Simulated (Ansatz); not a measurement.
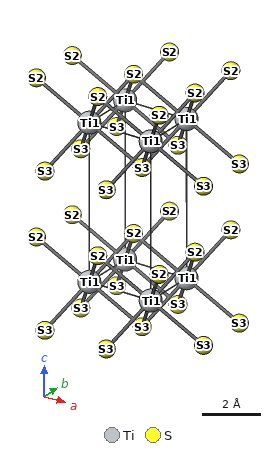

This is the input geometry for a relaxation of solid TiS2 (set up in P-3m1). A ball-and-stick model of the cell of the calculation, seen slightly off an axis.

Level of theory: DFT PBE, scalar-relativistic, plane waves, PAW in Ansatz 0.2.0.

Input
```yaml
crystal:
  lattice:
    - [3.41200067, 0.0, 0.0]
    - [-1.70600034, 2.95487926, 0.0]
    - [0.0, 0.0, 5.69500017]
  atoms:
    - { symbol: Ti, position: [0.0, 0.0, 0.0] }
    - { symbol: S, position: [0.33333333, 0.66666667, 0.25] }
    - { symbol: S, position: [0.66666667, 0.33333333, 0.75] }
basis:
  ecutwfc: 420
kpoints:
  mp_grid: { grid: [18, 18, 8] }
hamiltonian:
  xc: pbe
scf:
  occupations: { method: gaussian, width: 0.1 }
output:
  forces: true
  stress: true
  eigenvalues: true
  write_density: true
  write_potential: true
  elf: true
  volumetric_format: npy
relax:
  adjacent_minimum: "off"
  f_tol: 0.01
  max_steps: 80
  cell: { stress_tol: 0.05 }
```

Command:
```bash
ansatz run input.yaml --threads 1 --pin off --max-ram 2560MiB --backend cpu --events-out ev --progress --plain --runs-dir out
```

Question: What does the optimiser find from here?

Answer: The largest moves relative to the cell, 0.23 Å, are those of S2 and S3. S2 goes along −c. Ti stays in place. The volume changes by +15.7 %, with a = b 3.412 → 3.416 Å (+0.1 %), c 5.695 → 6.574 Å (+15.4 %). The space group stays P-3m1 (No. 164). After 9 accepted moves (11 points after the start) the energy has fallen by 12.0 meV per atom. Largest force component: 0.15 eV/Å at the start, 0.00069 eV/Å at the end. Pressure: 0.42 GPa at the start and 0.00 GPa at the end. The SCF was repeated twice at an unchanged geometry on a basis and grid sized afresh for the cell, which shifted the energy by 0.7 meV per atom at most.

The end point in the same view:

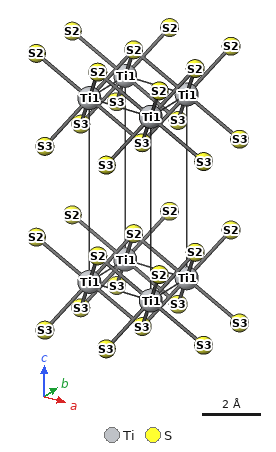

Limits of the set-up: layers or molecules are held without a dispersion correction, so their spacing is unreliable.
